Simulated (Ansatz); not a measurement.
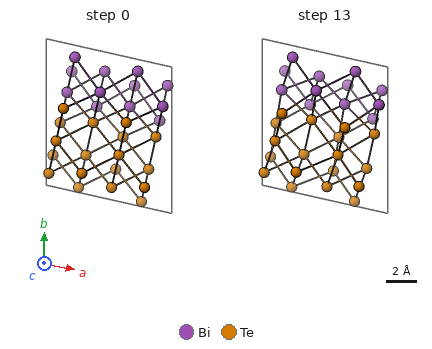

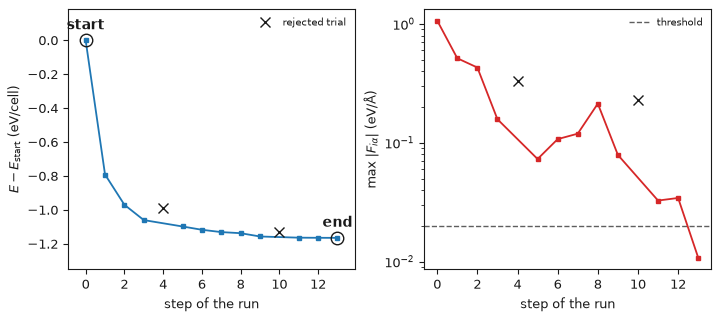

First and last geometry of a relaxation of a slab of composition Bi2Te3 (cut from the R-3m phase), with the history of the run. The picture is a ball-and-stick view of the 2 × 1 repeat of the cell, outlined in the plane, without the vacuum, seen along the c axis.

The slab is the (1 0 1) face of Bi2Te3.

Level of theory: DFT PBEsol, scalar-relativistic, plane waves, PAW in Ansatz 0.2.0.

Input
```yaml
crystal:
  lattice:
    - [4.3933726524, 0.0, 0.0]
    - [-2.1966863262, 9.7433367907, 0.0]
    - [0.0, 0.0, 25.5733117991]
  atoms:
    - { symbol: Bi, position: [0.4080336893, 0.8160673786, 0.293274491] }
    - { symbol: Te, position: [0.1078766062, 0.2157532124, 0.3233013404] }
    - { symbol: Bi, position: [0.8077184364, 0.6154368729, 0.3533282985] }
    - { symbol: Te, position: [0.5169392696, 0.0338785393, 0.3824170082] }
    - { symbol: Te, position: [0.2242275038, 0.4484550076, 0.4116990495] }
    - { symbol: Bi, position: [0.9334487217, 0.8668974435, 0.4407877207] }
    - { symbol: Te, position: [0.6332916386, 0.2665832772, 0.4708145701] }
    - { symbol: Bi, position: [0.3331334689, 0.6662669377, 0.5008415283] }
    - { symbol: Te, position: [0.0423543021, 0.0847086041, 0.5299302379] }
    - { symbol: Te, position: [0.7496425362, 0.4992850725, 0.5592122793] }
    - { symbol: Bi, position: [0.4588637542, 0.9177275083, 0.5883009505] }
    - { symbol: Te, position: [0.1587066711, 0.3174133421, 0.6183277999] }
    - { symbol: Bi, position: [0.8585485013, 0.7170970026, 0.648354758] }
    - { symbol: Te, position: [0.5677693345, 0.135538669, 0.6774434677] }
    - { symbol: Te, position: [0.2750575687, 0.5501151373, 0.706725509] }
basis:
  ecutwfc: 420
kpoints:
  mp_grid: { grid: [8, 4, 1] }
hamiltonian:
  xc: pbesol
scf:
  occupations: { method: gaussian, width: 0.1 }
output:
  forces: true
  eigenvalues: true
  write_density: true
  write_potential: true
  elf: true
  volumetric_format: npy
relax:
  adjacent_minimum: "off"
  f_tol: 0.02
  max_steps: 60
efield:
  axis: 3
  dipole_correction: true
  ramp_width: 0.04
```

Run as
```bash
ansatz run input.yaml --threads 8 --pin off --max-ram 15360MiB --backend cpu --events-out ev --progress --plain --runs-dir out
```

### Did the run converge, and what did it change?

It converged. After 11 accepted moves (13 points after the start) the energy has fallen by 1.164 eV per cell of the calculation. The largest force component goes from 1.1 to 0.011 eV/Å. The line search rejected the trial steps at points 4, 10 of the run. The atom that moves furthest relative to the layer's centre is Te15 (0.43 Å at 64° to the normal (−c side)). By element the largest moves are Te 0.43 Å, Bi 0.43 Å. The cell doesn't change. Among the contacts that change: Bi3–Te5 3.115 → 3.620 Å, Te2–Te4 3.202 → 2.786 Å, Te12–Te15 3.202 → 2.796 Å, Bi6–Te9 3.115 → 3.459 Å. Bond angles that change, for instance: Bi3–Bi6–Bi8 82.9° → 98.1°, Bi6–Bi8–Bi11 82.9° → 96.5°, Bi1–Bi3–Te5 175.3° → 162.3°. Cost: 13 min on 8 threads of Arm Neoverse V2, with other jobs on the host, peak memory 6.3 GiB.

```csv
step,"E − E(0), meV/atom","largest force component, eV/Å",note
0,0.00,1.0681,
1,-52.72,0.5148,
2,-64.62,0.4301,
3,-70.63,0.1579,
4,-66.04,0.3338,rejected
5,-73.15,0.0730,
6,-74.44,0.1073,
7,-75.35,0.1193,
8,-75.78,0.2136,
9,-77.08,0.0790,
10,-75.44,0.2309,rejected
11,-77.54,0.0326,
12,-77.59,0.0343,
13,-77.62,0.0108,
```
